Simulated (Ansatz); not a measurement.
Structure data:

```xyz
33
Lattice="5.4701 -5.4701 5.4701 -5.4701 5.4701 5.4701 -5.4701 -5.4701 -5.4701" Properties=species:S:1:pos:R:3 pbc="T T T"
Si    1.3801   -1.3973    1.3926
Si   -1.3761   -6.8492   -1.3628
Si    1.3542   -6.8497    1.3660
Si   -1.4010    1.3838    1.3908
Si   -4.1156   -4.1095   -1.3736
Si   -1.4002   -1.3940   -1.3871
Si    1.3542   -1.3705    6.8447
Si   -1.3760   -4.1018    1.3641
Si    1.3611   -4.1108    4.1064
Si   -6.8552   -1.3688   -1.3631
Si   -1.3761    1.3585    6.8448
Si   -4.1089   -1.3691    1.3646
Si   -4.0882   -4.0821    4.0776
Si   -1.3760   -1.3685    4.0972
Si   -6.8553    1.3588    1.3644
Si   -4.1157    1.3687    4.1051
Si   -0.0096   -2.7248    0.0007
Si    2.7370   -2.7542    2.7499
Si   -0.0099   -8.2268    0.0004
Si   -2.7315   -0.0045    0.0007
Si   -0.0099   -0.0051    2.7200
Si   -2.7559   -2.7519   -2.7465
Si   -0.0118   -2.7396    5.4708
Si   -2.7471   -5.4752    0.0004
Si   -0.0117   -5.4754    2.7350
Si   -2.7566    2.7426    2.7481
Si   -2.7470   -0.0051    5.4709
Si   -5.4819   -2.7408    0.0006
Si   -0.0094   -0.0049    8.2221
Si   -2.7322   -2.7252    2.7207
Si   -8.2338   -0.0050    0.0006
Si   -5.4820   -0.0052    2.7362
Co    0.0000    0.0000    0.0000
```

### What would you see if this were drawn?

The formula is CoSi32. It has 33 atoms to the cell (1 Co, 32 Si). Co is coordinated by ten Si at 2.40 to 2.73 Å. The bonds build a three-dimensional framework.

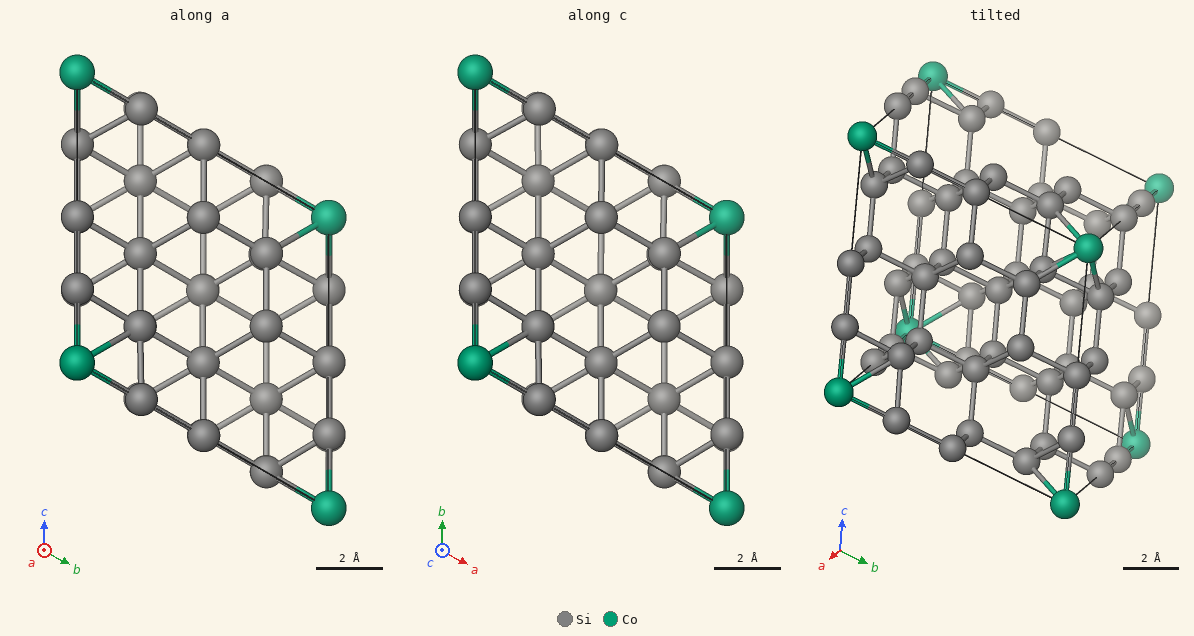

Ball-and-stick representation of a periodic structure, projected along the a axis, along the c axis and slightly off an axis. Atoms at the boundary of the simulation cell (the box) are drawn once for each face, edge or corner they touch. Colours: cobalt teal, silicon grey.

Origin of the cell: a structure listed in the Materials Project, repeated into a supercell with a point defect put in. The cell was then strained or its atoms displaced on purpose. The atoms were relaxed in a fixed cell with Ansatz, DFT PBE, scalar-relativistic, plane waves, PAW.
